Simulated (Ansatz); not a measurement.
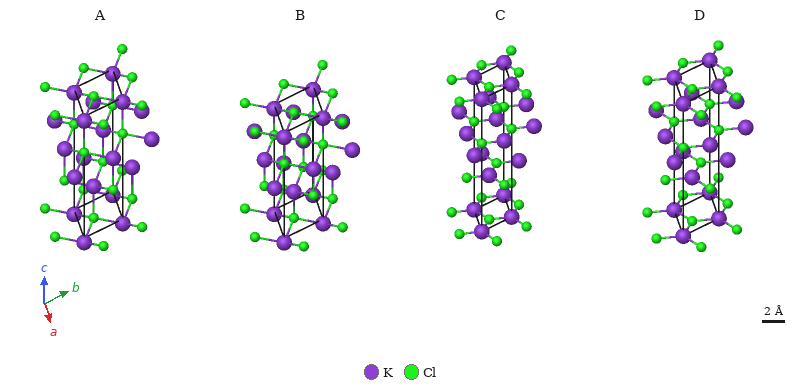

4 geometries from one relaxation of a crystal of KCl (built on the BN-160 type type), in shuffled order. Style: ball-and-stick. Shown: the conventional cell (3 times the calculation's cell), from a free direction. Lengths and directions refer to the drawn axes.

Theory: Ansatz 0.2.0, DFT, PBEsol, plane waves, PAW. Settings: plane-wave cutoff 420 eV; k-point mesh 6 × 6 × 6; occupations fermi dirac; smearing width 0.03 eV; no spin polarisation; cell and atoms relaxed; force threshold 0.01 eV/Å; at most 120 steps.

**Order the frames from highest to lowest energy.**

C, D, A, B. They are steps 0, 4, 8, 17, at +5.528 eV per cell of the calculation, +0.809 eV per cell of the calculation, +0.181 eV per cell of the calculation relative to the last. Over 15 accepted moves (17 points after the start) the energy falls by 5.528 eV per cell of the calculation. Largest force component: 0.041 eV/Å at the start, 0.0087 eV/Å at the end. The pressure goes from 40.90 to −0.02 GPa. At 2 points the geometry stayed and the basis and grid were re-selected for the new cell (energy shift of 30.1 meV per cell of the calculation at most each time). The largest moves relative to the cell, 0.51 Å, are those of K and Cl atoms. By element the largest moves are K 0.51 Å, Cl 0.51 Å. The volume changes by +35.7 %, with a = b 3.759 → 4.909 Å (+30.6 %), c 15.203 → 12.104 Å (−20.4 %). Near-neighbour distances that change, for instance: Cl–K 5.064 → 3.008 Å, Cl–K 2.171 → 3.014 Å. New bonds form: Cl–K (5.06 → 3.01 Å). Among the angles between lasting bonds that change: Cl–K–Cl 120.0° → 109.0°, K–Cl–K 120.0° → 109.0°. The space group stays R3m (No. 160). Cost: 14 s on 2 threads of AMD EPYC 7R13 Processor (Zen 3) (shared host), peak memory 0.61 GiB.
